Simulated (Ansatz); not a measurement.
# MgO: what the fields show

Input

```
crystal:
  lattice:
    - [3.4947663863, 0.0, 0.0]
    - [-1.7473831932, 3.0265564708, 0.0]
    - [0.0, 0.0, 4.1947132299]
  atoms:
    - { symbol: Mg, position: [0.6666666667, 0.3333333333, 0.7431818939] }
    - { symbol: Mg, position: [0.3333333333, 0.6666666667, 0.2568181061] }
    - { symbol: O, position: [0.6666666667, 0.3333333333, 0.2492848347] }
    - { symbol: O, position: [0.3333333333, 0.6666666667, 0.7507151653] }
basis:
  ecutwfc: 520.0
kpoints:
  mp_grid: { grid: [9, 9, 6] }
hamiltonian:
  xc: pbesol
  pseudopotentials: { kind: paw, azcp: { folder: soft_1 } }
scf:
  occupations: { method: gaussian, width: 0.05 }
output:
  forces: true
  stress: true
  eigenvalues: true
  write_density: true
  write_potential: true
  elf: true
  volumetric_format: npy
```

Launched as:

```sh
ansatz run input.yaml --threads 1 --pin off --max-ram 2048MiB --backend cpu --events-out ev --progress --plain --runs-dir out
```

Below, planes, directions and counts refer to the conventional cell (a = 3.49 Å, b = 3.49 Å, c = 4.19 Å, α = 90.00°, β = 90.00°, γ = 120.00°).

Space group P-3m1; a structure from a database of computed crystals, not necessarily the ambient phase; not relaxed (largest force 0.4 eV/Å); PAW files of the earlier set (soft_1).

The calculation used DFT PBEsol, scalar-relativistic, plane waves, PAW (Ansatz).

The density is the valence pseudo-density of a PAW calculation; it isn't the true density close to the nuclei.

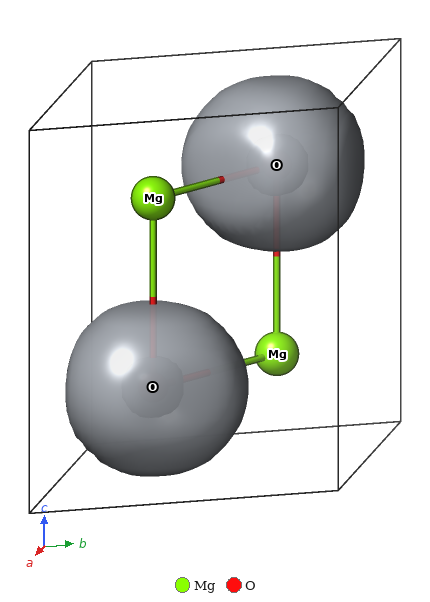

Figure 1. Isosurface of the electron localisation function at 0.65 (grey), seen slightly off an axis. Only the valence region is drawn (cores and ρ < 0.01 e/Å³ removed). Sticks mark near contacts.

Identify the bonds, lone pairs and shells in this picture.

Answer. The ELF exceeds this value in two regions wrapped around O (the valence shell of each), counted in one cell of 4 atoms. Any copies at cell faces, edges or corners count once. Profiles from the grid: Mg–O (2.02 Å): the ELF peaks at about 0.85 in the valence shell of O, 0.7 Å from its nucleus, and is about 0.35 at the midpoint; an ionic contact with no shared pair. Mg–O (2.07 Å): the ELF peaks at about 0.85 in the valence shell of O, 0.7 Å from its nucleus, and is about 0.35 at the midpoint: an ionic contact with no shared pair.

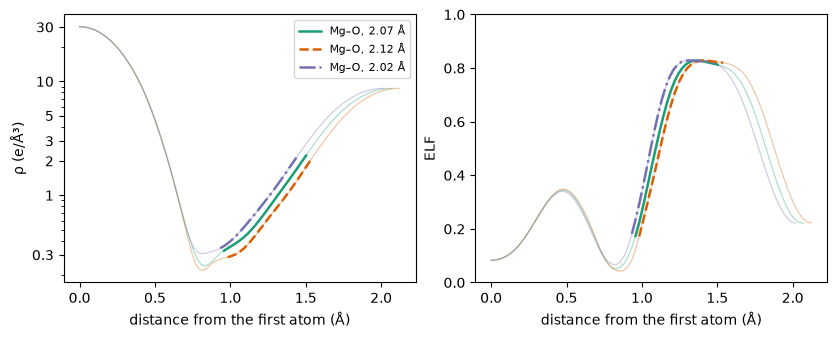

Figure 2. Valence electron density and electron localisation function along straight lines between neighbouring atoms. Thin, pale parts lie inside the atomic spheres.

Compare the contacts.

Answer. Mg–O (2.07 Å): the density is about 0.38 e/Å³ at the midpoint; the ELF peaks at about 0.85 in the valence shell of O, 0.7 Å from its nucleus, and is about 0.35 at the midpoint (a largely ionic contact).
Mg–O (2.12 Å): ρ is about 0.32 e/Å³ halfway; the ELF peaks at about 0.85 in the valence shell of O, 0.7 Å from its nucleus, and is about 0.35 at the midpoint (a largely ionic contact).
Mg–O (2.02 Å): the density is about 0.4 e/Å³ at the midpoint; the ELF peaks at about 0.85 in the valence shell of O, 0.7 Å from its nucleus, and is about 0.35 at the midpoint; a largely ionic contact.

Metal or insulator at this level of theory?

Answer. It is gapped, with a Kohn–Sham gap of 3.3 eV on the k-point mesh, an upper bound to the gap of this method.
